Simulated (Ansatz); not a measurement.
SnS2, space group P-3m1 (No. 164), a = 3.337 Å, b = 3.337 Å, c = 4.616 Å, α = 90.00°, β = 90.00°, γ = 120.00°

```tsv
site	Wyckoff	x	y	z
Sn	1a	0.0000	0.0000	0.0000
S	2d	0.3333	0.6667	0.3166
```

Source: the geometry relaxed at a target pressure of 50 GPa with DFT PBEsol, scalar-relativistic, plane waves, PAW (Ansatz 0.2.0).

Question: Describe the coordination of Sn.

Answer: SnS6: a slightly distorted octahedron (coordination number 6, S = 0.11; next best trigonal prism, S = 15.9). Bonds: 6 × Sn–S 2.42 Å. The next neighbour, not counted, lies at 3.34 Å.

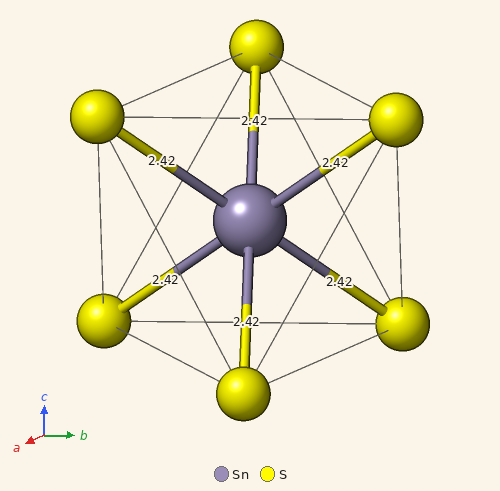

The polyhedron about Sn. Continuous shape measures are computed against ideal polyhedra (0 is ideal; above about 3 the distortion is strong).
